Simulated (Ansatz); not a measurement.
## Electronic structure of Mg9O8 (cell with a defect) in real space

Input file:

```
crystal:
  lattice:
    - [0.0, 4.2665, 4.2665]
    - [4.2665, 0.0, 4.2665]
    - [4.2665, 4.2665, 0.0]
  atoms:
    - { symbol: Mg, position: [0.0, 0.0, 0.0] }
    - { symbol: O, position: [0.25, 0.25, 0.25] }
    - { symbol: Mg, position: [0.0, 0.0, 0.5] }
    - { symbol: O, position: [0.25, 0.25, 0.75] }
    - { symbol: Mg, position: [0.0, 0.5, 0.0] }
    - { symbol: O, position: [0.25, 0.75, 0.25] }
    - { symbol: Mg, position: [0.0, 0.5, 0.5] }
    - { symbol: O, position: [0.25, 0.75, 0.75] }
    - { symbol: Mg, position: [0.5, 0.0, 0.0] }
    - { symbol: O, position: [0.75, 0.25, 0.25] }
    - { symbol: Mg, position: [0.5, 0.0, 0.5] }
    - { symbol: O, position: [0.75, 0.25, 0.75] }
    - { symbol: Mg, position: [0.5, 0.5, 0.0] }
    - { symbol: O, position: [0.75, 0.75, 0.25] }
    - { symbol: Mg, position: [0.5, 0.5, 0.5] }
    - { symbol: O, position: [0.75, 0.75, 0.75] }
    - { symbol: Mg, position: [0.3673123, 0.8759345, 0.8767512] }
basis:
  ecutwfc: 420.0
kpoints:
  mp_grid: { grid: [2, 2, 2] }
hamiltonian:
  xc: pbesol
  pseudopotentials: { kind: paw, azcp: { folder: soft_1 } }
scf:
  occupations: { method: gaussian, width: 0.05 }
  lower_state_search: "off"
relax:
  f_tol: 0.03
  max_steps: 60
  adjacent_minimum: "off"
output:
  write_density: true
  write_potential: true
  elf: true
  volumetric_format: npy
```

Run with:

```sh
ansatz run input.yaml --threads 1 --pin off --max-ram 3072MiB --backend cpu --events-out ev --progress --plain --runs-dir out
```

The fields are those of the run's last geometry, not of the input's.

PAW files of the earlier set (soft_1).

These are results of DFT PBEsol, scalar-relativistic, plane waves, PAW (Ansatz 0.2.0), not measurements.

The density is the valence pseudo-density of a PAW calculation; it isn't the true density close to the nuclei.

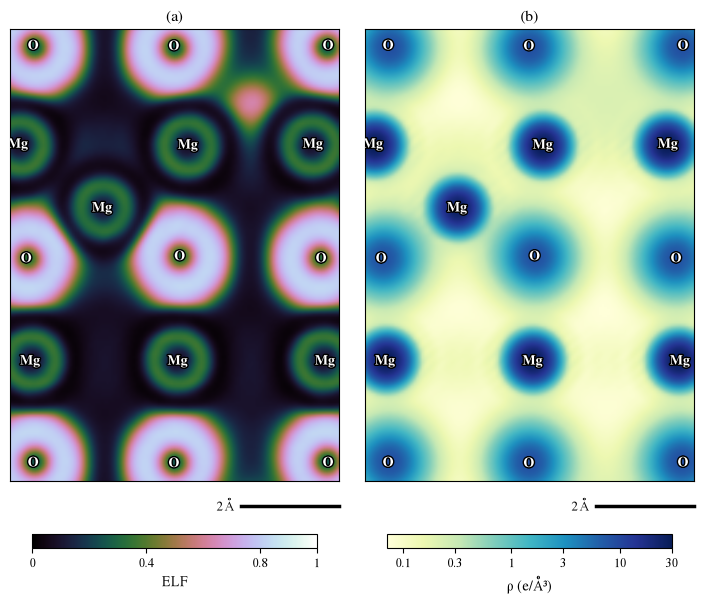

Figure 1. (a) ELF; (b) valence charge density (pseudo) on the (101̄) plane of the calculation cell.

Read the bonding off the picture.

The plane passes through Mg and O nuclei. Mg–O (1.89 Å): ρ at the midpoint is about 0.57 e/Å³; the ELF peaks at about 0.80 in the valence shell of O, 0.6 Å from its nucleus, and is about 0.35 at the midpoint. Mg–O (2.04 Å): ρ at the midpoint is about 0.4 e/Å³; the ELF peaks at about 0.80 in the valence shell of O, 0.6 Å from its nucleus, and is about 0.35 at the midpoint. Mg–O (2.10 Å): ρ at the midpoint is about 0.33 e/Å³; the ELF peaks at about 0.85 in the valence shell of O, 0.6 Å from its nucleus, and is about 0.35 at the midpoint. Mg–O (2.14 Å): ρ is about 0.3 e/Å³ halfway; the ELF peaks at about 0.85 in the valence shell of O, 0.6 Å from its nucleus, and is about 0.30 at the midpoint. Between the atoms the lowest density in this plane is 0.07 e/Å³.

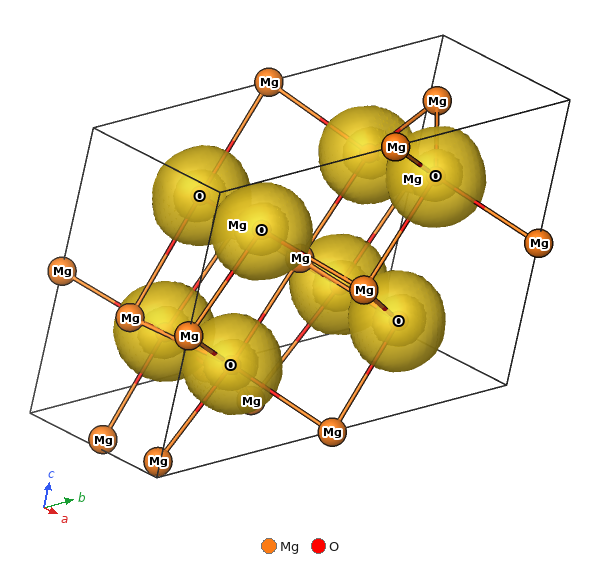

Figure 2. Isosurface of the electron localisation function at 0.75 (yellow), seen slightly off an axis. Core shells and regions of very low density are left out. Sticks mark near contacts.

Identify the bonds, lone pairs and shells in this picture.

The ELF exceeds this value in eight regions wrapped around O (the valence shell of each), counted in one cell of 17 atoms. Any copies at cell faces, edges or corners count once.


Mg–O (1.88 Å): the ELF peaks at about 0.80 in the valence shell of O, 0.6 Å from its nucleus, and is about 0.35 at the midpoint. Mg–O (1.93 Å): the ELF peaks at about 0.80 in the valence shell of O, 0.6 Å from its nucleus, and is about 0.35 at the midpoint.

Does the calculation give a band gap?

It is metallic or semimetallic at this level of theory: no gap opens.
